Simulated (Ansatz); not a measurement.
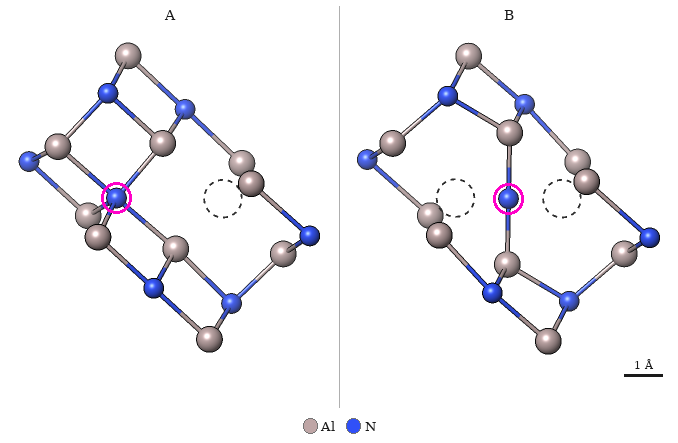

A vacancy jump of nitrogen in AlN (P6_3/mmc phase), in a neutral cell with 23 atoms, whose images lie 5.7 Å apart. One frame is the relaxed vacancy; in the other the neighbouring N atom (ringed) was set half-way along its jump of 2.84 Å and all atoms were relaxed in the symmetry of that start. Dashed circles mark empty sites. Style: ball-and-stick. Shown: the slice 3.8 Å thick through the jump, out to 4.2 Å from its middle, across the jump.

The calculation used DFT PBE, scalar-relativistic, plane waves, PAW (Ansatz 0.2.0). Settings: plane-wave cutoff 420 eV; k-point mesh 6 × 6 × 2; occupations gaussian; smearing width 0.05 eV; no spin polarisation; atoms relaxed in a fixed cell; force threshold 0.02 eV/Å.

Which frame is the half-way one, and how far apart are the two in energy?

Answer. Frame B is the half-way start after relaxation. It lies 3.10 eV above the relaxed vacancy. The atom stays half-way, on the straight line. The symmetry of the start was kept and can hold it there, so for a path with one hump at the middle this is the barrier or an upper bound to it. There it has 2 Al as nearest neighbours, the closest at 1.76 Å. Both cells are metallic on the mesh.

Limits of the set-up: the cell has an odd number of electrons but was run without spin polarisation; the k-point mesh is coarse for a cell with partly filled bands; the periodic images lie only 5.7 Å apart, so the values are limited by the cell's size.
